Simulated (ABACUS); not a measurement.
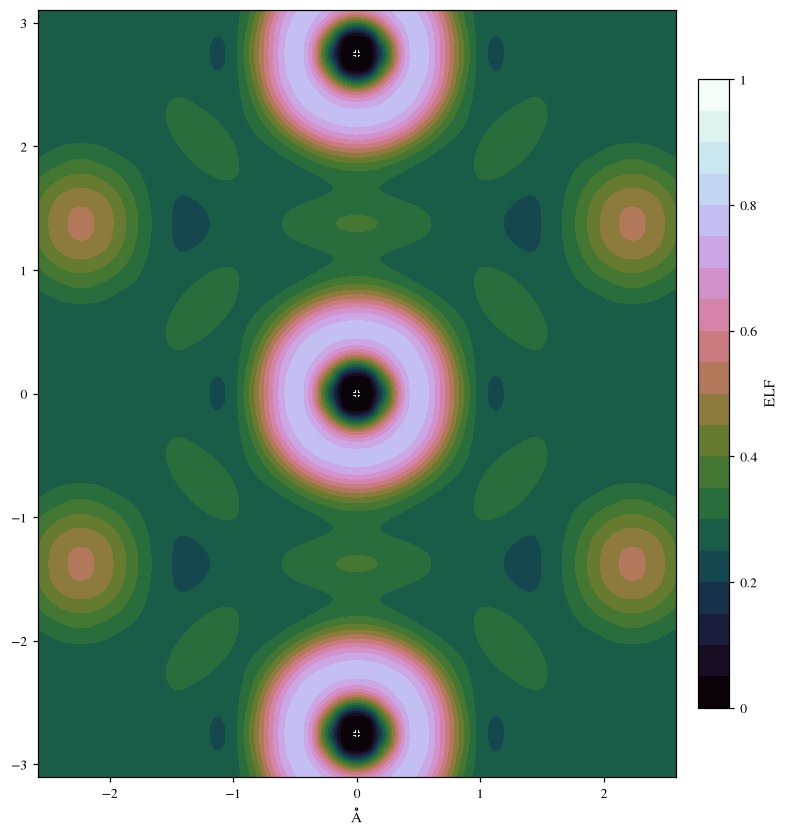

The ELF on a plane through atoms (crosses mark nuclei in the plane).

Level of theory: ABACUS, Kohn-Sham DFT of a periodic cell, PBE, PseudoDojo NC SR 0.4.1 PBE standard.

Candidates:
A. LiF, a = 2.85 Å, b = 2.85 Å, c = 6.98 Å, α = 90.00°, β = 90.00°, γ = 120.00°. Space group Cm; changed on purpose from its base cell (atoms moved at random by about 0.05 A).
B. Tl, a = 5.99 Å, b = 3.46 Å, c = 5.53 Å, α = 90.00°, β = 90.00°, γ = 90.00°. Space group P-1; changed on purpose from its base cell (atoms moved at random by about 0.05 A); computed pressure about 3 GPa in this cell.
C. Ir, a = 2.75 Å, b = 2.75 Å, c = 4.46 Å, α = 90.00°, β = 90.00°, γ = 120.00°. Space group P6₃/mmc; a structure from a database of computed crystals, not necessarily the ambient phase; computed pressure about −2 GPa in this cell.

Which candidate gave the map?

Candidate C: Ir on the (11̄0) plane of the conventional cell, which holds Ir. Ir–Ir (2.75 Å): the ELF is about 0.35 at the midpoint.
